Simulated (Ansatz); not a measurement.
# Geometry relaxation of C

System: C (2 atoms in the cell).
Method: DFT PBEsol+D3(BJ), scalar-relativistic, plane waves, PAW, PAW set soft_1, no spin polarisation (Ansatz 0.2.0).

The structure derives from an entry of the Crystallography Open Database. Figures and captions count atoms from 1; the log counts them from 0 in places.

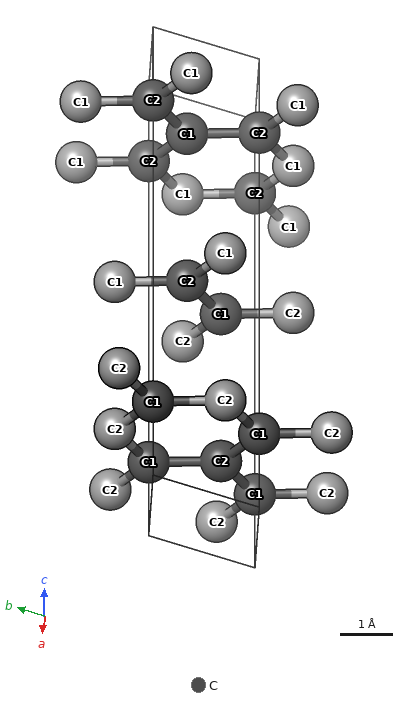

*The starting structure (ball-and-stick view of the cell 3 times as large as that of the calculation, set on its symmetry axes, seen at an oblique angle; neighbours outside the cell are drawn fainter; atoms are numbered from 1 in the order of the input).*

Near neighbours in the crystal (not all of them lie inside the picture): C has 3 C at 1.42 Å.

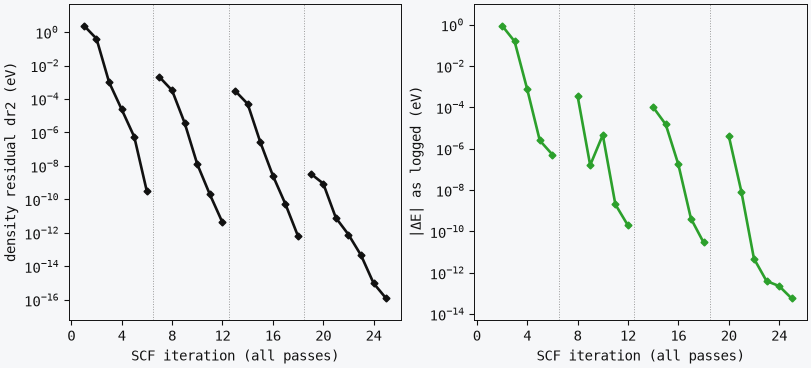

*Convergence of the self-consistent field: density residual dr2 and size of the energy change against the SCF iteration. The dotted lines part the SCF passes of the relaxation: geometry steps, rejected trials and re-solves on a re-selected basis.*

The passes take 6, 6, 6 and 7 iterations.

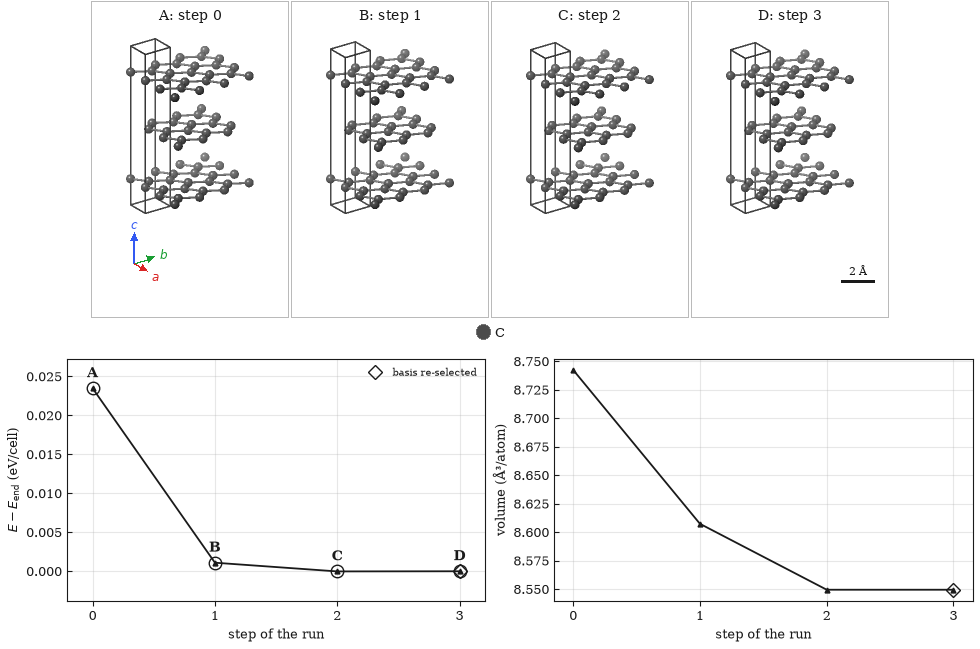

*Frames of the relaxation (ball-and-stick view of the cell 3 times as large as that of the calculation, set on its symmetry axes, repeated 3 × 3 × 1, seen slightly off an axis) above the curves, on which the letters mark them (the first geometry is step 0 here and step 1 in the log).*

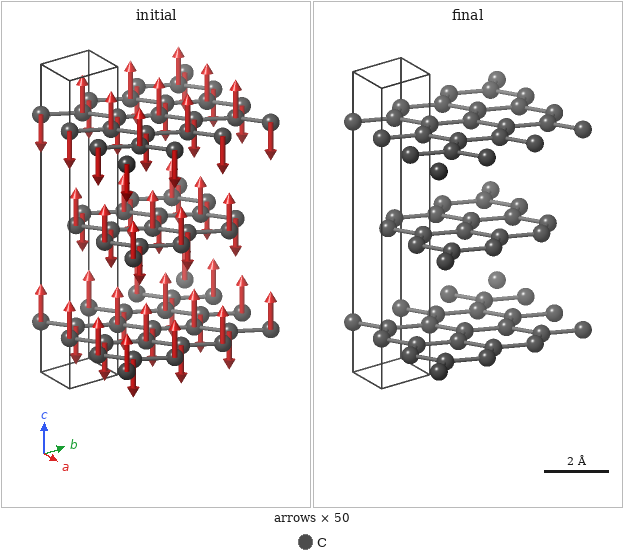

*Before (left) and after (right) the relaxation, at one scale (ball-and-stick view of the cell 3 times as large as that of the calculation, set on its symmetry axes, repeated 3 × 3 × 1, seen slightly off an axis). The red arrows give the displacements (without the part carried along by the change of the cell), magnified 50 times.*

The largest moves relative to the cell, 0.025 Å, are those of C1 and C2. Cell: a = b 2.456 → 2.459 Å (+0.1 %), c 10.041 → 9.797 Å (−2.4 %). Volume −2.2 %. The space group stays R-3m (No. 166). The energy falls by 23.5 meV per cell of the calculation in 2 geometry steps. The largest force component goes from 0.85 to 0.008 eV/Å. The pressure goes from 0.33 to −0.25 GPa. A last SCF at the same geometry on a re-selected plane-wave basis shifts the energy by +0.0 meV per cell of the calculation. (Atoms are counted from 1 in the order of the input.)

These pictures come from the run below.

### The input
```yaml
crystal:
  lattice:
    - [1.2280263465, 0.7090013417, 3.3470108394]
    - [-1.2280263465, 0.7090013417, 3.3470108394]
    - [0.0, -1.4180026834, 3.3470108394]
  atoms:
    - { symbol: C, position: [0.164, 0.164, 0.164] }
    - { symbol: C, position: [0.836, 0.836, 0.836] }
basis:
  ecutwfc: 520.0
kpoints:
  mp_grid: { grid: [9, 9, 9] }
hamiltonian:
  xc: pbesol
  pseudopotentials: { kind: paw, azcp: { folder: soft_1 } }
  dispersion: d3bj
scf:
  occupations: { method: gaussian, width: 0.1 }
output:
  forces: true
  stress: true
  eigenvalues: true
relax:
  adjacent_minimum: "off"
  f_tol: 0.05
  max_steps: 80
  cell: { stress_tol: 0.5 }
```

Launched with:
```bash
ansatz run input.yaml --threads 1 --pin off --max-ram 2048MiB --backend cpu --events-out ev --progress --plain --runs-dir out
```

### The program's output
```
Warning: [file] the record states the generating functional pbe (its physics header spells it `PBE`), which answers neither for hamiltonian.xc's functional nor for the pbesol family's — results may be inconsistent (PPs are generated against a specific XC)
basis.fft_grid_basis auto: the FFT boxes are laid along the combinations [[1, 0, -1], [0, 1, -1], [0, 0, 1]] of the cell's own vectors, 2.456, 2.456 and 3.635 Å long. The dense box has 20×20×30 points. Along the cell's own vectors, as sized, it would have 30×30×30, 2.25 times as many. Of the 12 symmetry operations that the crystal satisfies within crystal.symmetry.tolerance (time reversal apart; of a slab, those that keep its plane) the dense box along the cell's own vectors carries 12, and the one as laid loses 8 of those. basis.fft_grid_basis: typed keeps the cell's own vectors: state it where this run's energies or levels are differenced outside the engine with another run's, or held beside a run that keeps those vectors.
Engine: ansatz 0.2.0, x86_64-unknown-linux-gnu
Pseudopotentials: kind: paw
Pseudopotential: C, paw, valence charge 4, recommended cutoff 420 eV (normal), [file]
Functional definition: PBEsol
  exchange = pbesol_x
  correlation = pbesol_c
Crystal: 2 atoms, lattice volume = 17.485 Å³
Basis set: ecut = 520 eV, 481 PW (Γ), FFT grids on a1−a3, a2−a3, a3, exchange–correlation on 40×40×60 points (8 copies of the dense FFT grid, shifted against one another)
Bands: 8, of which v1, the nominal top of the filled ones, is band 4 counted from 1 (3 counted from 0)
Symmetry: 12 space group operations
Space group: R-3m (ITA 166), of the structure as read, at distance tolerance 2.6e-5 Å
k-points: 85 of 729
Non-local potential: C, projectors of the file, l = 0: 2, l = 1: 2, l = 2: 1
PAW form: soft (Blöchl's): semilocal exchange-correlation on the pseudo side does not see the compensation charge
PAW frozen core: C, regenerated for the run's functional, and the local potential with it (the file was generated under x = pbe(κ = 0.804, μ = 0.2195149727645171), c = pbe(β = 0.06672455060314922))
PAW one-centre angular grid: C, 110 points (default); XC on 64 Gauss nodes
Initial density: superposition of atomic densities (chi_scale 0.1, normalization cell)
Initial wavefunctions: pseudopotential atomic-orbital guess
Functional: x = pbesol(κ = 0.804, μ = 0.12345679012345678), c = pbesol(β = 0.046)
SCF iter   1: F=—  HF=-494.643104 eV  |F-HF|=—  |Δ(HF+E_count)|=         —  Δρ=1.28e-1  dr2=2.45e0  ethr=3.10e-3  ⟨swp⟩=4.1  Hψ=4489  notcnv=0
preconditioner: auto → none  [insulator: Δε(μ)=0.602 eV  Ē_g=19.220 eV  σ=0.100 eV  W_gap=1.00  n_scr=2 (ndim 8)  ℏωp=25.1 eV  f_vac=0.000  D(μ)=0.00/eV (n_scr^D=0)  ε∞_Penn≈2.7]
SCF iter   2: F=—  HF=-493.734207 eV  |F-HF|=—  |Δ(HF+E_count)|=   9.09e-1  Δρ=5.36e-2  dr2=4.02e-1  ethr=3.10e-3  ⟨swp⟩=2.6  Hψ=2008  notcnv=0
SCF iter   3: F=—  HF=-493.577788 eV  |F-HF|=—  |Δ(HF+E_count)|=   1.56e-1  Δρ=3.98e-3  dr2=1.01e-3  ethr=3.10e-3  ⟨swp⟩=2.6  Hψ=1640  notcnv=0
SCF iter   4: F=—  HF=-493.578546 eV  |F-HF|=—  |Δ(HF+E_count)|=   7.58e-4  Δρ=2.85e-4  dr2=2.40e-5  ethr=1.26e-5  ⟨swp⟩=2.5  Hψ=1392  notcnv=0
SCF iter   5: F=—  HF=-493.578548 eV  |F-HF|=—  |Δ(HF+E_count)|=   2.50e-6  Δρ=6.64e-5  dr2=5.45e-7  ethr=3.00e-7  ⟨swp⟩=2.8  Hψ=1044  notcnv=0
SCF iter   6: F=-493.578549 eV  HF=-493.578549 eV  |F-HF|=5.12e-10  |Δ(HF+E_count)|=   5.20e-7  Δρ=1.64e-6  dr2=3.00e-10  ethr=1.25e-9  ⟨swp⟩=6.3  Hψ=3624  notcnv=0
SCF 1 converged in 6 iterations: F = -493.578549 eV  dr2 = 3.00e-10
  greatest PAW one-centre occupation: 0.674 electrons in one spin orbital (limit 2), on the C atom at site 1 (counted from 0), in its partial waves of l = 0
relax step   1: F+E_penalty+E_count = -493.57854895 eV  Δ(F+E_penalty+E_count) = +0.000e0 eV  max|allowed force component| = 8.469e-1 eV/Å  Δτ_max = 0.0000 Å  P = +0.334 GPa  Ω = 17.485 Å³  (6 SCF iters, dr2 threshold 1.00e-7 eV, accepted)
Crystal: 2 atoms, lattice volume = 17.215 Å³
Basis set: ecut = 520 eV, 451 PW (Γ), FFT grids on a1−a3, a2−a3, a3, exchange–correlation on 40×40×60 points (8 copies of the dense FFT grid, shifted against one another)
Initial density: handed on by an earlier stage of this run
Initial wavefunctions: those handed on with the density
iter 1 solved again at ethr=2.29e-5 eV; its pass at ethr=3.10e-3 eV (dr2=1.83e-3 eV) is discarded
SCF iter   1: F=—  HF=-493.601291 eV  |F-HF|=—  |Δ(HF+E_count)|=         —  Δρ=5.51e-3  dr2=2.05e-3  ethr=2.29e-5  ⟨swp⟩=1.7  Hψ=6431  notcnv=0
preconditioner: auto → none  [insulator: Δε(μ)=0.736 eV  Ē_g=18.425 eV  σ=0.100 eV  W_gap=1.00  n_scr=2 (ndim 8)  ℏωp=25.3 eV  f_vac=0.000  D(μ)=0.00/eV (n_scr^D=0)  ε∞_Penn≈2.9]
SCF iter   2: F=—  HF=-493.600932 eV  |F-HF|=—  |Δ(HF+E_count)|=   3.59e-4  Δρ=2.31e-3  dr2=3.28e-4  ethr=2.29e-5  ⟨swp⟩=1.2  Hψ=700  notcnv=0
SCF iter   3: F=—  HF=-493.600932 eV  |F-HF|=—  |Δ(HF+E_count)|=   1.60e-7  Δρ=2.43e-4  dr2=3.69e-6  ethr=4.10e-6  ⟨swp⟩=2.0  Hψ=919  notcnv=0
SCF iter   4: F=—  HF=-493.600937 eV  |F-HF|=—  |Δ(HF+E_count)|=   4.62e-6  Δρ=1.37e-5  dr2=1.28e-8  ethr=4.61e-8  ⟨swp⟩=2.2  Hψ=868  notcnv=0
iter 5 did not close the SCF: its close was put off for the readings that it lacked (scf_convergence_deferred on its scf_iter line)
SCF iter   5: F=-493.600937 eV  HF=-493.600937 eV  |F-HF|=1.68e-10  |Δ(HF+E_count)|=   2.02e-9  Δρ=1.52e-6  dr2=1.99e-10  ethr=1.60e-10  ⟨swp⟩=2.4  Hψ=979  notcnv=0
SCF iter   6: F=-493.600937 eV  HF=-493.600937 eV  |F-HF|=2.05e-12  |Δ(HF+E_count)|=  1.94e-10  Δρ=1.44e-7  dr2=4.23e-12  ethr=2.48e-12  ⟨swp⟩=1.1  Hψ=1915  notcnv=0
SCF 2 converged in 6 iterations: F = -493.600937 eV  dr2 = 4.23e-12
  greatest PAW one-centre occupation: 0.673 electrons in one spin orbital (limit 2), on the C atom at site 1 (counted from 0), in its partial waves of l = 0
relax step   2: F+E_penalty+E_count = -493.60093672 eV  Δ(F+E_penalty+E_count) = -2.239e-2 eV  max|allowed force component| = 1.635e-1 eV/Å  Δτ_max = 0.0304 Å  P = -1.066 GPa  Ω = 17.215 Å³  energy of the carried Pulay correction = +1.687e-5 eV  (6 SCF iters, dr2 threshold 2.00e-7 eV, accepted)
Crystal: 2 atoms, lattice volume = 17.099 Å³
iter 1 solved again at ethr=4.35e-6 eV; its pass at ethr=3.10e-3 eV (dr2=3.48e-4 eV) is discarded
SCF iter   1: F=—  HF=-493.602173 eV  |F-HF|=—  |Δ(HF+E_count)|=         —  Δρ=1.36e-3  dr2=3.10e-4  ethr=4.35e-6  ⟨swp⟩=2.4  Hψ=6061  notcnv=0
preconditioner: auto → none  [insulator: Δε(μ)=0.774 eV  Ē_g=18.466 eV  σ=0.100 eV  W_gap=1.00  n_scr=2 (ndim 8)  ℏωp=25.4 eV  f_vac=0.000  D(μ)=0.00/eV (n_scr^D=0)  ε∞_Penn≈2.9]
SCF iter   2: F=—  HF=-493.602070 eV  |F-HF|=—  |Δ(HF+E_count)|=   1.02e-4  Δρ=5.53e-4  dr2=5.13e-5  ethr=3.87e-6  ⟨swp⟩=2.0  Hψ=910  notcnv=0
SCF iter   3: F=—  HF=-493.602055 eV  |F-HF|=—  |Δ(HF+E_count)|=   1.49e-5  Δρ=5.64e-5  dr2=2.71e-7  ethr=6.41e-7  ⟨swp⟩=2.8  Hψ=1016  notcnv=0
iter 4 did not close the SCF: its close was put off for the readings that it lacked (scf_convergence_deferred on its scf_iter line)
SCF iter   4: F=-493.602055 eV  HF=-493.602055 eV  |F-HF|=6.62e-10  |Δ(HF+E_count)|=   1.73e-7  Δρ=4.63e-6  dr2=2.68e-9  ethr=3.39e-9  ⟨swp⟩=2.1  Hψ=834  notcnv=0
iter 5 did not close the SCF: its close was put off for the readings that it lacked (scf_convergence_deferred on its scf_iter line)
SCF iter   5: F=-493.602055 eV  HF=-493.602055 eV  |F-HF|=2.66e-11  |Δ(HF+E_count)|=  4.16e-10  Δρ=9.36e-7  dr2=5.25e-11  ethr=3.35e-11  ⟨swp⟩=2.3  Hψ=1009  notcnv=0
SCF iter   6: F=-493.602055 eV  HF=-493.602055 eV  |F-HF|=3.41e-13  |Δ(HF+E_count)|=  2.95e-11  Δρ=7.55e-8  dr2=6.36e-13  ethr=1.00e-12  ⟨swp⟩=1.0  Hψ=1910  notcnv=0
SCF 3 converged in 6 iterations: F = -493.602055 eV  dr2 = 6.36e-13
relax step   3: F+E_penalty+E_count = -493.60205547 eV  Δ(F+E_penalty+E_count) = -1.119e-3 eV  max|allowed force component| = 7.985e-3 eV/Å  Δτ_max = 0.0048 Å  P = -0.255 GPa  Ω = 17.099 Å³  energy of the carried Pulay correction = +2.417e-5 eV  (6 SCF iters, dr2 threshold 2.00e-7 eV, accepted)
Basis set: ecut = 520 eV, 451 PW (Γ), FFT grids on a1−a3, a2−a3, a3, exchange–correlation on 40×40×54 points (8 copies of the dense FFT grid, shifted against one another)
Initial wavefunctions: pseudopotential atomic-orbital guess (no wavefunctions were taken with the density)
iter 1 solved again at ethr=7.36e-8 eV; its pass at ethr=3.10e-3 eV (dr2=5.88e-6 eV) is discarded
SCF iter   1: F=—  HF=-493.602041 eV  |F-HF|=—  |Δ(HF+E_count)|=         —  Δρ=1.59e-5  dr2=3.49e-9  ethr=7.36e-8  ⟨swp⟩=3.2  Hψ=6509  notcnv=0
preconditioner: auto → none  [insulator: Δε(μ)=0.776 eV  Ē_g=18.458 eV  σ=0.100 eV  W_gap=1.00  n_scr=2 (ndim 8)  ℏωp=25.4 eV  f_vac=0.000  D(μ)=0.00/eV (n_scr^D=0)  ε∞_Penn≈2.9]
SCF iter   2: F=—  HF=-493.602036 eV  |F-HF|=—  |Δ(HF+E_count)|=   4.26e-6  Δρ=8.03e-6  dr2=8.93e-10  ethr=4.36e-11  ⟨swp⟩=2.5  Hψ=1053  notcnv=0
iter 3 did not close the SCF: its close was put off for the readings that it lacked (scf_convergence_deferred on its scf_iter line)
SCF iter   3: F=-493.602036 eV  HF=-493.602036 eV  |F-HF|=3.07e-12  |Δ(HF+E_count)|=   8.52e-9  Δρ=2.89e-7  dr2=8.05e-12  ethr=1.12e-11  ⟨swp⟩=2.2  Hψ=1008  notcnv=0
iter 4 did not close the SCF: its close was put off for the readings that it lacked (scf_convergence_deferred on its scf_iter line)
SCF iter   4: F=-493.602036 eV  HF=-493.602036 eV  |F-HF|=2.84e-13  |Δ(HF+E_count)|=  4.83e-12  Δρ=9.84e-8  dr2=8.04e-13  ethr=1.00e-12  ⟨swp⟩=1.0  Hψ=680  notcnv=0
iter 5 did not close the SCF: its close was put off for the readings that it lacked (scf_convergence_deferred on its scf_iter line)
SCF iter   5: F=-493.602036 eV  HF=-493.602036 eV  |F-HF|=0.00e0  |Δ(HF+E_count)|=  3.98e-13  Δρ=1.82e-8  dr2=4.63e-14  ethr=1.00e-12  ⟨swp⟩=1.0  Hψ=680  notcnv=0
iter 6 did not close the SCF: its close was put off for the readings that it lacked (scf_convergence_deferred on its scf_iter line)
SCF iter   6: F=-493.602036 eV  HF=-493.602036 eV  |F-HF|=1.14e-13  |Δ(HF+E_count)|=  2.27e-13  Δρ=2.94e-9  dr2=9.78e-16  ethr=1.00e-12  ⟨swp⟩=1.0  Hψ=680  notcnv=0
SCF iter   7: F=-493.602036 eV  HF=-493.602036 eV  |F-HF|=5.68e-14  |Δ(HF+E_count)|=  5.68e-14  Δρ=1.07e-9  dr2=1.21e-16  ethr=1.00e-12  ⟨swp⟩=1.4  Hψ=1740  notcnv=0
SCF 4 converged in 7 iterations: F = -493.602036 eV  dr2 = 1.21e-16
relax step   4: F+E_penalty+E_count = -493.60203629 eV  Δ(F+E_penalty+E_count) = +1.918e-5 eV  max|allowed force component| = 7.973e-3 eV/Å  Δτ_max = 0.0000 Å  P = -0.253 GPa  Ω = 17.099 Å³  stress off target by 2.86e-1 GPa  SCF on the basis re-selected at this cell (its energy is not comparable with the rows above)  (7 SCF iters)
basis re-selected at this cell: Δ(F+E_penalty+E_count) = +1.918e-5 eV, ΔP = +0.002 GPa vs the last step (what re-selecting the basis moved, of the pressure what is left beyond the Pulay correction that the steps carried, after the strain that the cell walked since its last selection, with what the two solves' SCF thresholds leave and, on support functions, any second-order correction that the steps lacked; it is no measure of the basis error at this ecutwfc). The dense FFT grid was sized anew with the basis: this SCF ran on 20×20×27 points, the steps before it on 20×20×30, so part of this shift can come from that change (see relax.cell in the input reference). This SCF's stress stands 2.86e-1 GPa from its target on what of the cell is left free (relax.cell.stress_tol is 5.00e-1 GPa) and its largest allowed force component is 7.97e-3 eV/Å (relax.f_tol is 5.00e-2 eV/Å): within both
SCF converged after 7 iterations
Free energy (F): -493.602036 eV
Harris-Foulkes:  -493.602036 eV  (|F-HF|=5.68e-14)
Internal energy: -493.602036 eV  (E = F + TS)
E sigma→0 (E₀):  -493.602036 eV
Fermi energy:    7.274384 eV
--- Per-component energies (eV) ---
  E_band       = -14.833169
  E_kinetic    = 176.957957
  E_local      = -279.247525  (includes V_loc(G=0)·N_el)
  E_nonlocal   = 47.168060
  E_hartree    = 85.737214
  E_xc         = -93.197977
  E_vxc        = -115.230758  (∫ρ·V_xc dr)
  E_paw        = -192.456001  (= ΣΔE_a)
  E_vpaw       = -15.955329  (= ΣTr[D̂ρ^β])
  E_aug_tail   = -0.000001  (compensation charges beyond the density's cutoff)
  E_ewald      = -238.379500
  E_disp       = -0.226464  (pairwise vdW)
  E_core_change = 0.042201  (= ΣΔE_core)
  E_smearing   = -0.000000  (= −TS)
  E_closure    = -0.000000  (closes the sum)
  Σ components = -493.602036   (vs F -493.602036, Δ=0.00e0)
--- Forces (eV/Å), atoms counted from 1 ---
  atom   1  C      0.00000000    -0.00000000    -0.00797336
  atom   2  C     -0.00000000     0.00000000     0.00797336
  max |Σ_I F_I| component: 1.73e-18 eV/Å
--- Stress (GPa, compression-positive) ---
       -0.286363      -0.000000      -0.000000
       -0.000000      -0.286363      -0.000000
       -0.000000      -0.000000      -0.187329
  P = ⅓ Tr σ = -0.2534 GPa (-2.534 kbar)
--- Band table (eV; the first three rows and the last of 85) ---
  k-point 0: bands = ["-12.4347", "0.8264", "4.3274", "4.3274", "11.5361", "15.7024", "15.7024", "18.6940"]
  k-point 1: bands = ["-12.1339", "1.1230", "3.2085", "3.7499", "11.9639", "15.8026", "16.9110", "17.6874"]
  k-point 2: bands = ["-11.2381", "0.6389", "2.0027", "2.5856", "13.2220", "15.1913", "15.7075", "19.8998"]
  k-point 84: bands = ["-11.7672", "-1.1094", "3.1746", "3.7210", "15.6845", "16.8506", "18.0130", "18.4907"]
--- Relaxed structure (3 steps of the walk, 3 accepted, 1 SCFs on fresh bases) ---
  F+E_penalty+E_count = -493.60203629 eV   max|allowed force component| = 7.973e-3 eV/Å   (the final SCF, on the basis selected at the relaxed cell)
  cell:  # Å, volume = 17.0991 Å³
    - [1.229463173284373, 0.7098308940544643, 3.2655108492346785]
    - [-1.229463173284373, 0.7098308940544643, 3.2655108492346785]
    - [-1.6621815850512634e-34, -1.4196617881089286, 3.2655108492346785]
  atoms:
    - { symbol: C, position: [0.16654480347815992, 0.16654480347815992, 0.16654480347815992] }
    - { symbol: C, position: [0.8334551965218399, 0.8334551965218399, 0.8334551965218399] }
```

### Trajectory as extended XYZ (Å, eV, eV/Å), 4 frames, from step=1 to step=4
```
2
Lattice="1.2280 0.7090 3.3470 -1.2280 0.7090 3.3470 0.0000 -1.4180 3.3470" Properties=species:S:1:pos:R:3:forces:R:3 step=1 energy=-493.57855 pressure_GPa=0.33
C     0.0000    0.0000    1.6467    0.0000   0.0000   0.8469
C     0.0000    0.0000    8.3943    0.0000   0.0000  -0.8469
2
Lattice="1.2305 0.7104 3.2820 -1.2305 0.7104 3.2820 0.0000 -1.4209 3.2820" Properties=species:S:1:pos:R:3:forces:R:3 step=2 energy=-493.60094 pressure_GPa=-1.07
C     0.0000    0.0000    1.6446    0.0000   0.0000  -0.1635
C     0.0000    0.0000    8.2016    0.0000   0.0000   0.1635
2
Lattice="1.2295 0.7098 3.2655 -1.2295 0.7098 3.2655 0.0000 -1.4197 3.2655" Properties=species:S:1:pos:R:3:forces:R:3 step=3 energy=-493.60206 pressure_GPa=-0.26
C     0.0000    0.0000    1.6316    0.0000   0.0000  -0.0080
C     0.0000    0.0000    8.1650    0.0000   0.0000   0.0080
2
Lattice="1.2295 0.7098 3.2655 -1.2295 0.7098 3.2655 0.0000 -1.4197 3.2655" Properties=species:S:1:pos:R:3:forces:R:3 step=4 energy=-493.60204 pressure_GPa=-0.25
C     0.0000    0.0000    1.6316    0.0000   0.0000  -0.0080
C     0.0000    0.0000    8.1650    0.0000   0.0000   0.0080
```

### Summary

- outcome: converged
- space group (tolerance 0.01 Å): R-3m (166)
- electrons treated: 8
- free energy: −493.6020 eV
- Fermi energy: 7.274 eV
- gap on the k-point mesh: 0.78 eV
- pressure: −0.25 GPa
- final volume: 17.10 Å³
- largest force (length of the vector) at the end: 0.008 eV/Å
- final cell: a = 3.561 Å, b = 3.561 Å, c = 3.561 Å, α = 40.40°, β = 40.40°, γ = 40.40°
- hardware: 1 thread of AMD EPYC (Zen 3), 32 GiB of memory available, shared host
- wall time: 4.6 s
- peak memory: 0.35 GiB

### Remarks

Warnings of the run: the PAW datasets were made with another functional.
